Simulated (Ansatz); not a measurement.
**Geometry relaxation, with input and output: Ge3Si2 (part 2 of 2)**

Ge3Si2 (P4mm, 5 atoms in the cell); DFT PBE, scalar-relativistic, plane waves, PAW, no spin polarisation (Ansatz 0.2.0); cutoff 420 eV, 10×10×6 k-mesh, Gaussian smearing of 0.1 eV. The structure was made by a generator, so it may or may not be a known phase.

Geometry of the input (Å; fractional positions):
```
4.0761  0.0000  0.0000
0.0000  4.0761  0.0000
0.0000  0.0000  6.4832
Si 0.0000  0.0000  0.7326
Si 0.5000  0.5000  0.2508
Ge 0.5000  0.0000  0.9670
Ge 0.0000  0.5000  0.9670
Ge 0.0000  0.0000  0.3526
```

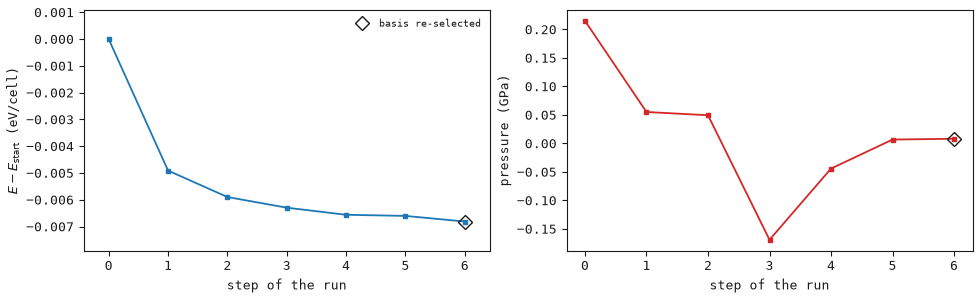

Progress of the relaxation, step by step (the first geometry is step 0 here and step 1 in the log).

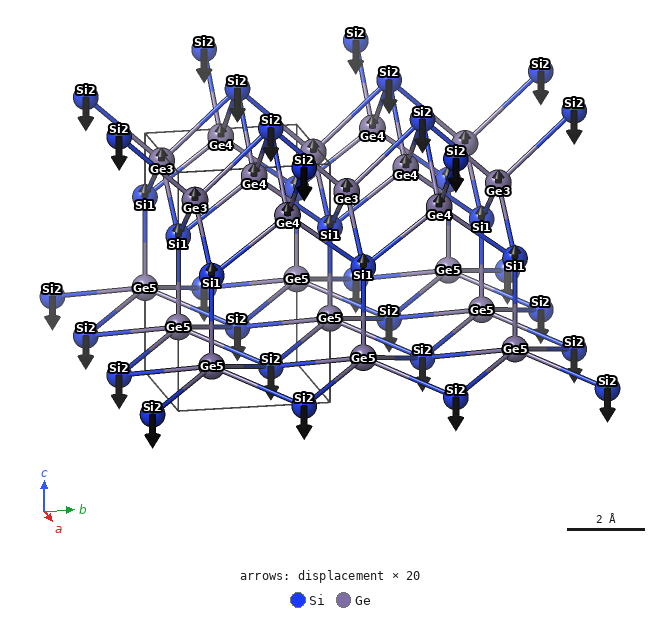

The starting structure with the displacements (without the part carried along by the change of the cell) as black arrows, magnified 20 times (ball-and-stick view of the cell of the calculation, repeated 2 × 2 × 1, with bonded neighbours outside it, seen slightly off an axis). Si2 moves most relative to the cell: 0.047 Å. Largest moves by element: Si 0.047 Å, Ge 0.018 Å. Cell: a = b 4.076 → 4.113 Å (+0.9 %), c 6.483 → 6.439 Å (−0.7 %). Volume +1.1 %. Among the contacts that change: Si2–Ge3 2.746 → 2.709 Å, Si2–Ge5 2.957 → 2.990 Å, Si1–Ge5 2.463 → 2.474 Å, Si1–Ge3 2.542 → 2.550 Å. Among the angles that change: Si2–Ge3–Si2 95.8° → 98.8°. The space group stays P4mm (No. 99). After 5 geometry steps the energy has fallen by 6.6 meV per cell of the calculation. Largest force component: 0.14 eV/Å at the start, 0.0019 eV/Å at the end. Pressure: 0.22 GPa at the start and 0.01 GPa at the end. A last SCF at the same geometry on a re-selected plane-wave basis shifts the energy by −0.2 meV per cell of the calculation. (Atoms are counted from 1 in the order of the input.)

```
basis re-selected at this cell: Δ(F+E_penalty+E_count) = -2.104e-4 eV, ΔP = +0.001 GPa vs the last step (what re-selecting the basis moved, of the pressure what is left beyond the Pulay correction that the steps carried, after the strain that the cell walked since its last selection, with what the two solves' SCF thresholds leave and, on support functions, any second-order correction that the steps lacked; it is no measure of the basis error at this ecutwfc). This SCF's stress stands 8.81e-3 GPa from its target on what of the cell is left free (relax.cell.stress_tol is 5.00e-2 GPa) and its largest allowed force component is 1.88e-3 eV/Å (relax.f_tol is 1.00e-2 eV/Å): within both
SCF converged after 7 iterations
Free energy (F): -14154.027248 eV
Harris-Foulkes:  -14154.027248 eV  (|F-HF|=2.18e-11)
Internal energy: -14154.016090 eV  (E = F + TS)
E sigma→0 (E₀):  -14154.021669 eV
Entropy (-TS):   -0.011158 eV (-2.232 meV/atom)
Fermi energy:    7.664616 eV
--- Per-component energies (eV) ---
  E_band       = -461.305330
  E_kinetic    = 407.720057
  E_local      = -8346.587356  (includes V_loc(G=0)·N_el)
  E_nonlocal   = 1298.738365
  E_hartree    = 3694.627308
  E_xc         = -335.574997
  E_vxc        = -284.821756  (∫ρ·V_xc dr)
  E_paw        = -7074.774445  (= ΣΔE_a)
  E_vpaw       = -925.610210  (= ΣTr[D̂ρ^β])
  E_aug_tail   = 0.000819  (compensation charges beyond the density's cutoff)
  E_ewald      = -3798.165840
  E_smearing   = -0.011158  (= −TS)
  E_closure    = -0.000000  (closes the sum)
  Σ components = -14154.027248   (vs F -14154.027248, Δ=0.00e0)
--- Forces (eV/Å), atoms counted from 1 ---
  atom   1  Si     0.00000000    -0.00000000    -0.00064051
  atom   2  Si     0.00000000     0.00000000     0.00187719
  atom   3  Ge    -0.00000000     0.00000000     0.00029084
  atom   4  Ge     0.00000000     0.00000000     0.00029084
  atom   5  Ge     0.00000000    -0.00000000    -0.00181849
  max |Σ_I F_I| component: 1.25e-7 eV/Å
--- Stress (GPa, compression-positive) ---
        0.008806       0.000000       0.000000
        0.000000       0.008806      -0.000000
        0.000000      -0.000000       0.007133
  P = ⅓ Tr σ = 0.0082 GPa (0.082 kbar)
--- Band table (eV; the first three rows and the last of 84) ---
  k-point 0: bands = ["-17.1405", "-17.1068", "-17.0508", "-17.0508", "-17.0476", "-17.0142", "-17.0088", "-17.0088", "-16.9873", "-16.9749", "-16.9673", "-16.9604", "-16.9570", "-16.9463", "-16.9463", "-5.2071", "-1.5096", "-0.2276", "2.4797", "3.7057", "3.7057", "4.5503", "6.8806", "7.1690", "7.1690", "8.5156", "8.6279", "9.0837", "9.0837", "11.0387"]
  k-point 1: bands = ["-17.1405", "-17.1068", "-17.0507", "-17.0507", "-17.0477", "-17.0142", "-17.0088", "-17.0088", "-16.9872", "-16.9749", "-16.9674", "-16.9604", "-16.9570", "-16.9464", "-16.9464", "-5.1689", "-1.9260", "0.3733", "2.4836", "3.7392", "3.7392", "4.4429", "6.4122", "6.9119", "6.9119", "8.5527", "8.9166", "9.4660", "9.4660", "10.2581"]
  k-point 2: bands = ["-17.1405", "-17.1067", "-17.0506", "-17.0506", "-17.0477", "-17.0141", "-17.0088", "-17.0088", "-16.9870", "-16.9749", "-16.9676", "-16.9604", "-16.9570", "-16.9466", "-16.9466", "-5.0841", "-2.4378", "1.4260", "2.4914", "3.8122", "3.8122", "3.9398", "5.9088", "6.5227", "6.5227", "8.4152", "8.7249", "10.1889", "10.1889", "10.4820"]
  k-point 83: bands = ["-17.0870", "-17.0870", "-17.0607", "-17.0548", "-17.0518", "-17.0518", "-17.0058", "-17.0029", "-16.9821", "-16.9821", "-16.9771", "-16.9680", "-16.9538", "-16.9472", "-16.9472", "-1.1837", "-1.1837", "-1.0051", "-0.4805", "-0.1971", "3.2051", "3.2051", "4.2748", "5.9738", "7.6146", "8.3731", "8.3731", "10.1420", "10.4174", "10.4174"]
--- Relaxed structure (6 steps of the walk, 6 accepted, 1 SCFs on fresh bases) ---
  F+E_penalty+E_count = -14154.02724818 eV   max|allowed force component| = 1.877e-3 eV/Å   (the final SCF, on the basis selected at the relaxed cell)
  cell:  # Å, volume = 108.9447 Å³
    - [4.113404851508863, -8.249560437933272e-35, 1.6499120875866542e-32]
    - [-8.249560437933272e-35, 4.113404851508863, 0.0]
    - [2.6242176270113254e-32, 0.0, 6.438776133111163]
  atoms:
    - { symbol: Si, position: [1.5521309190108477e-33, 0.0, 0.7355797288626782] }
    - { symbol: Si, position: [0.5, 0.5, 0.243545863970842] }
    - { symbol: Ge, position: [0.5, -1.2408089181327082e-67, 0.9697887933210437] }
    - { symbol: Ge, position: [-1.8616121220404053e-33, 0.5, 0.9697887933210437] }
    - { symbol: Ge, position: [7.961463009233727e-34, 0.0, 0.3512967404243927] }
```

Trajectory as extended XYZ (Å, eV, eV/Å), 7 frames, from step=1 to step=7
```
5
Lattice="4.0761 0.0000 0.0000 0.0000 4.0761 0.0000 0.0000 0.0000 6.4832" Properties=species:S:1:pos:R:3:forces:R:3 step=1 energy=-14154.02044 pressure_GPa=0.22
Si    0.0000    0.0000    4.7497    0.0000   0.0000  -0.0393
Si    2.0381    2.0381    1.6258    0.0000   0.0000  -0.1393
Ge    2.0381    0.0000    6.2691    0.0000   0.0000   0.1143
Ge    0.0000    2.0381    6.2691    0.0000   0.0000   0.1143
Ge    0.0000    0.0000    2.2862    0.0000   0.0000  -0.0499
5
Lattice="4.0844 0.0000 0.0000 0.0000 4.0844 0.0000 0.0000 0.0000 6.5008" Properties=species:S:1:pos:R:3:forces:R:3 step=2 energy=-14154.02535 pressure_GPa=0.06
Si    0.0000    0.0000    4.7693    0.0000   0.0000   0.0103
Si    2.0422    2.0422    1.5971    0.0000   0.0000  -0.0445
Ge    2.0422    0.0000    6.2973    0.0000   0.0000   0.0329
Ge    0.0000    2.0422    6.2973    0.0000   0.0000   0.0329
Ge    0.0000    0.0000    2.2966    0.0000   0.0000  -0.0317
5
Lattice="4.0939 0.0000 0.0000 0.0000 4.0939 0.0000 0.0000 0.0000 6.4854" Properties=species:S:1:pos:R:3:forces:R:3 step=3 energy=-14154.02633 pressure_GPa=0.05
Si    0.0000    0.0000    4.7635    0.0000   0.0000   0.0078
Si    2.0470    2.0470    1.5803    0.0000   0.0000   0.0036
Ge    2.0470    0.0000    6.2907    0.0000   0.0000  -0.0165
Ge    0.0000    2.0470    6.2907    0.0000   0.0000  -0.0165
Ge    0.0000    0.0000    2.2822    0.0000   0.0000   0.0216
5
Lattice="4.1122 0.0000 0.0000 0.0000 4.1122 0.0000 0.0000 0.0000 6.4607" Properties=species:S:1:pos:R:3:forces:R:3 step=4 energy=-14154.02673 pressure_GPa=-0.17
Si    0.0000    0.0000    4.7510    0.0000   0.0000   0.0055
Si    2.0561    2.0561    1.5725    0.0000   0.0000  -0.0084
Ge    2.0561    0.0000    6.2665    0.0000   0.0000  -0.0074
Ge    0.0000    2.0561    6.2665    0.0000   0.0000  -0.0074
Ge    0.0000    0.0000    2.2700    0.0000   0.0000   0.0176
5
Lattice="4.1130 0.0000 0.0000 0.0000 4.1130 0.0000 0.0000 0.0000 6.4441" Properties=species:S:1:pos:R:3:forces:R:3 step=5 energy=-14154.02700 pressure_GPa=-0.04
Si    0.0000    0.0000    4.7392    0.0000   0.0000   0.0009
Si    2.0565    2.0565    1.5703    0.0000   0.0000  -0.0018
Ge    2.0565    0.0000    6.2503    0.0000   0.0000  -0.0057
Ge    0.0000    2.0565    6.2503    0.0000   0.0000  -0.0057
Ge    0.0000    0.0000    2.2620    0.0000   0.0000   0.0124
5
Lattice="4.1134 0.0000 0.0000 0.0000 4.1134 0.0000 0.0000 0.0000 6.4388" Properties=species:S:1:pos:R:3:forces:R:3 step=6 energy=-14154.02704 pressure_GPa=0.01
Si    0.0000    0.0000    4.7362    0.0000   0.0000  -0.0006
Si    2.0567    2.0567    1.5681    0.0000   0.0000   0.0018
Ge    2.0567    0.0000    6.2443    0.0000   0.0000   0.0003
Ge    0.0000    2.0567    6.2443    0.0000   0.0000   0.0003
Ge    0.0000    0.0000    2.2619    0.0000   0.0000  -0.0018
5
Lattice="4.1134 0.0000 0.0000 0.0000 4.1134 0.0000 0.0000 0.0000 6.4388" Properties=species:S:1:pos:R:3:forces:R:3 step=7 energy=-14154.02725 pressure_GPa=0.01
Si    0.0000    0.0000    4.7362    0.0000   0.0000  -0.0006
Si    2.0567    2.0567    1.5681    0.0000   0.0000   0.0019
Ge    2.0567    0.0000    6.2443    0.0000   0.0000   0.0003
Ge    0.0000    2.0567    6.2443    0.0000   0.0000   0.0003
Ge    0.0000    0.0000    2.2619    0.0000   0.0000  -0.0018
```

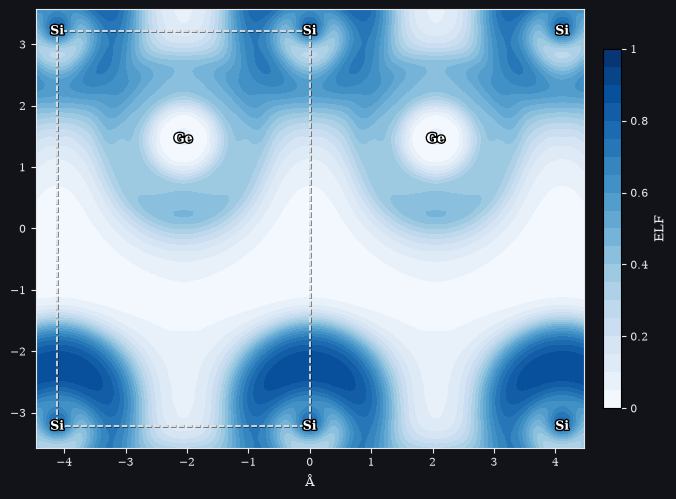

Electron localisation function on the (100) plane of the conventional cell. Si–Ge (2.71 Å): the ELF is about 0.60 at the midpoint. In a PAW calculation such maps are meaningful between the atoms, not at the nuclei.
